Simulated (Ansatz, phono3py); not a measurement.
# Heat carried by phonons in KI (Fm-3m), part 2 of 4

Aim: the lattice thermal conductivity of KI against temperature, and which phonons carry it.

Measurements to reproduce:
- thermal conductivity 2.6 W/m/K near room temperature (given in “Combining the AFLOW GIBBS and Elastic Libraries to efficiently and robustly screen thermo-mechanical properties of solids”, 2017, arXiv:1611.05714)
- thermal conductivity 2.6 W/m/K near room temperature (given in “Predicting the lattice thermal conductivity of solids by solving the Boltzmann transport equation: AFLOW - AAPL an automated, accurate and efficient framework”, 2017, arXiv:1611.05481)

Ansatz 0.2.0; DFT LDA, scalar-relativistic, plane waves, PAW.

So far. Step 2 (Probe on a coarse mesh): The start is under -1.3 GPa at this level and looks like an insulator or semiconductor on this mesh. The relaxed cell has a = 6.823 Å (conventional setting).

**4. A second relaxation**

The relaxation is run once more from where the first one ended, as the script does after a large change of volume or of the gap, with mesh and occupations reviewed.

File input.yaml:

```yaml
crystal:
  lattice:
    - [0.0, 3.4114960199, 3.4114960199]
    - [3.4114960199, 0.0, 3.4114960199]
    - [3.4114960199, 3.4114960199, 0.0]
  atoms:
    - { symbol: K, position: [0.0, 0.0, 0.0] }
    - { symbol: I, position: [0.5, 0.5, 0.5] }
kpoints:
  mp_grid: { grid: [6, 6, 6] }
hamiltonian:
  xc: lda
scf:
  occupations: { method: gaussian, width: 0.02 }
output:
  forces: true
  stress: true
  eigenvalues: true
  write_density: true
  write_potential: true
  elf: true
  volumetric_format: npy
relax:
  adjacent_minimum: "off"
  f_tol: 0.005
  max_steps: 80
  cell: { stress_tol: 0.05 }
```

Run with:

```
ansatz run input.yaml --threads 4 --pin off --max-ram 16384MiB --backend cpu --events-out ev --progress --plain --runs-dir out
```

Numbers of over 12 decimals in the logs are rounded to 6 here.

The program printed:

```text
[...]
Crystal: 2 atoms, lattice volume = 79.408 Å³
Basis set: ecut = 420 eV, 1471 PW (Γ)
Bands: 17, of which v1, the nominal top of the filled ones, is band 13 counted from 1 (12 counted from 0)
Symmetry: 48 space group operations
[...]
k-points: 16 of 216
[...]
SCF iter   1: F=—  HF=-8855.100034 eV  |F-HF|=—  |Δ(HF+E_count)|=         —  Δρ=4.66e-3  dr2=8.17e-3  ethr=1.77e-3  ⟨swp⟩=7.2  Hψ=1632  notcnv=0
[...]
SCF iter   6: F=-8855.097118 eV  HF=-8855.097118 eV  |F-HF|=1.67e-10  |Δ(HF+E_count)|=   1.77e-8  Δρ=2.01e-6  dr2=9.25e-10  ethr=1.98e-10  ⟨swp⟩=6.9  Hψ=1913  notcnv=0
SCF 1 converged in 6 iterations: F = -8855.097118 eV  dr2 = 9.25e-10
[...]
relax step   1: F+E_penalty+E_count = -8855.09711844 eV  Δ(F+E_penalty+E_count) = +0.000e0 eV  max|allowed force component| = 3.287e-29 eV/Å  Δτ_max = 0.0000 Å  P = -0.038 GPa  Ω = 79.408 Å³  (6 SCF iters, dr2 threshold 1.00e-7 eV, accepted)
[...]
SCF iter   1: F=—  HF=-8855.097118 eV  |F-HF|=—  |Δ(HF+E_count)|=         —  Δρ=2.33e-6  dr2=1.26e-9  ethr=6.99e-7  ⟨swp⟩=3.0  Hψ=2334  notcnv=0
eigensolver tolerance schedule: the retry pair's looser diagonalisation over-reported the residual by 144654.59 of it (diagonalisation noise at an unbounded share of the residual, at the tolerance the schedule requests for it); recorded, not acted on — ethr = c·dr2/N_el stays at c = 1.0e-1
[...]
SCF iter   2: F=—  HF=-8855.097118 eV  |F-HF|=—  |Δ(HF+E_count)|=   2.10e-7  Δρ=9.16e-7  dr2=6.93e-10  ethr=4.83e-12  ⟨swp⟩=3.4  Hψ=712  notcnv=0
[...]
SCF iter   4: F=-8855.097118 eV  HF=-8855.097118 eV  |F-HF|=0.00e0  |Δ(HF+E_count)|=  3.46e-11  Δρ=1.08e-7  dr2=4.60e-12  ethr=1.00e-12  ⟨swp⟩=7.1  Hψ=1414  notcnv=0
SCF 2 converged in 4 iterations: F = -8855.097118 eV  dr2 = 4.60e-12
relax step   2: F+E_penalty+E_count = -8855.09711844 eV  Δ(F+E_penalty+E_count) = -8.185e-11 eV  max|allowed force component| = 3.556e-29 eV/Å  Δτ_max = 0.0000 Å  P = -0.038 GPa  Ω = 79.408 Å³  stress off target by 3.84e-2 GPa  SCF on the basis re-selected at this cell (its energy is not comparable with the rows above)  (4 SCF iters)
basis re-selected at this cell: Δ(F+E_penalty+E_count) = -8.185e-11 eV, ΔP = -0.000 GPa vs the last step (what re-selecting the basis moved, of the pressure what is left beyond the Pulay correction that the steps carried, after the strain that the cell walked since its last selection, with what the two solves' SCF thresholds leave and, on support functions, any second-order correction that the steps lacked; it is no  [...]
SCF converged after 4 iterations
Free energy (F): -8855.097118 eV
[...]
Internal energy: -8855.097118 eV  (E = F + TS)
E sigma→0 (E₀):  -8855.097118 eV
Fermi energy:    4.810174 eV
[...]
--- Stress (GPa, compression-positive) ---
       -0.038389      -0.000000      -0.000000
        0.000000      -0.038389       0.000000
        0.000000      -0.000000      -0.038389
  P = ⅓ Tr σ = -0.0384 GPa (-0.384 kbar)
--- Band table (eV; the first three rows and the last of 16) ---
  k-point 0: bands = [... 9 lower, -7.9116, 2.8787, 2.8787, 2.8787, 6.7415, 9.1180, 9.1180, 9.1180]
  k-point 1: bands = [... 9 lower, -7.7683, 2.3414, 2.7541, 2.7541, 7.4447, 9.0654, 9.4424, 9.4424]
  k-point 2: bands = [... 9 lower, -7.5280, 1.5541, 2.5282, 2.5282, 8.1001, 9.9320, 10.2473, 10.2473]
  k-point 15: bands = [... 9 lower, -7.6210, 1.8190, 2.1883, 2.1888, 8.2396, 9.3052, 10.2348, 11.3240]
--- Relaxed structure (1 steps of the walk, 1 accepted, 1 SCFs on fresh bases) ---
[...]
cell:  # Å, volume = 79.4081 Å³
    - [0.0, 3.4114960199, 3.4114960199]
    - [3.4114960199, 0.0, 3.4114960199]
    - [3.4114960199, 3.4114960199, 0.0]
  atoms:
    - { symbol: K, position: [0.0, 0.0, 0.0] }
    - { symbol: I, position: [0.5, 0.5, 0.5] }
```

It took 1.3 s on 4 threads of Arm Neoverse V1, shared host; peak memory 0.34 GiB; 4 s of CPU time.

Little changed from the start: no atom moved by 0.005 Å and no cell edge by 0.1 %.

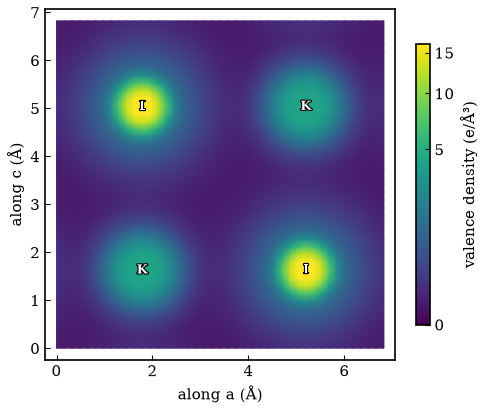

Valence density in the ac plane of the conventional cell at fractional y = 0.000, with atoms of K and I within 0.2 Å of it. It is the smooth field of the valence electrons, not physical close to the nuclei. The map starts off the cell's origin, so that atoms lie inside it. The colour scale is stretched toward low values.

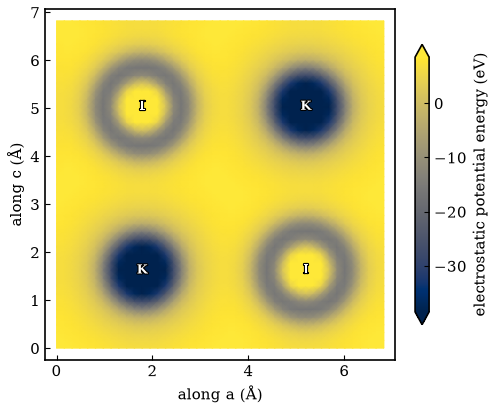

Electrostatic potential energy in the ac plane of the conventional cell at fractional y = 0.000, with atoms of K and I within 0.2 Å of it. With pseudopotentials it is smooth inside the atoms' cores, unlike the true potential. The map starts off the cell's origin, so that atoms lie inside it.

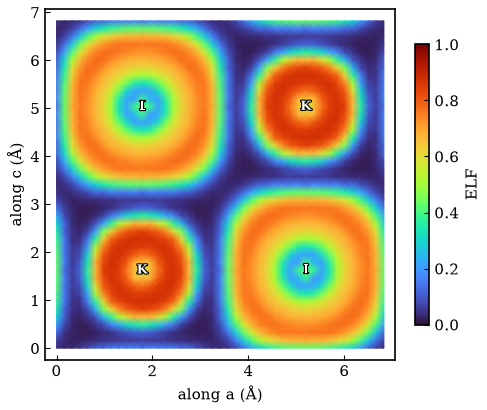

ELF in the ac plane of the conventional cell at fractional y = 0.000, with atoms of K and I within 0.2 Å of it. It is the smooth field of the valence electrons, not physical close to the nuclei. The map starts off the cell's origin, so that atoms lie inside it.

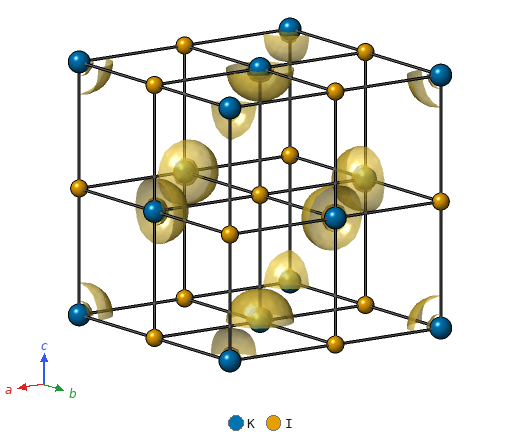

Surface of ELF = 0.8.

**5. Tight relaxation**

The thresholds are tightened for a last relaxation ahead of the phonons, and where mesh or smearing change with them the cell follows.

input.yaml, the sections that differ from step 4:

```yaml
scf:
  occupations: { method: fixed }
output:
  forces: true
  stress: true
  eigenvalues: true
relax:
  adjacent_minimum: "off"
  f_tol: 0.001
  max_steps: 60
  cell: { stress_tol: 0.01 }
# crystal, kpoints, hamiltonian: as in step 4
```

The program printed:

```text
[...]
Crystal: 2 atoms, lattice volume = 79.408 Å³
Basis set: ecut = 420 eV, 1471 PW (Γ)
Bands: 17, of which v1, the nominal top of the filled ones, is band 13 counted from 1 (12 counted from 0)
Symmetry: 48 space group operations
[...]
k-points: 16 of 216
[...]
k-point 15: bands = [... 9 lower, -7.6010, 1.8371, 2.2071, 2.2080, 8.2590, 9.3338, 10.2604, 11.3545]
--- Relaxed structure (3 steps of the walk, 3 accepted, 1 SCFs on fresh bases) ---
[...]
cell:  # Å, volume = 79.2158 Å³
    - [0, 3.408740, 3.408740]
    - [3.408740, 0, 3.408740]
    - [3.408740, 3.408740, 0]
  atoms:
    - { symbol: K, position: [0, 0, 0] }
    - { symbol: I, position: [0.5, 0.5, 0.5] }
[key lines of the parts left out:]
SCF converged after 6 iterations
Free energy (F): -8855.097139 eV
Fermi energy:    2.900496 eV
P = ⅓ Tr σ = 0.0002 GPa (0.002 kbar)
```

Elapsed: 2.7 s, on 4 threads; peak memory 0.34 GiB.

Little changed from the start: no atom moved by 0.005 Å and no cell edge by 0.1 %.

Numbers from this step:

* pressure: 2.07e-4 GPa
* gap on the k-mesh: 3.869 eV
* volume per atom: 39.61 Å³

The residual pressure is 2.1e-4 GPa, small enough for phonons.

[end of part 2 of 4]

[Logs are printed without paths, hosts, clocks, repeated set-up lines and the standing remarks that a program may print on its own settings, such as how far it seeks lower states.]

[Hosts, paths, dates, database ids (printed as entryN), source tags and the programs' standing remarks are cut or masked in the printed files.]

[A step with changed settings may run another functional than the one named; its input shows which.]
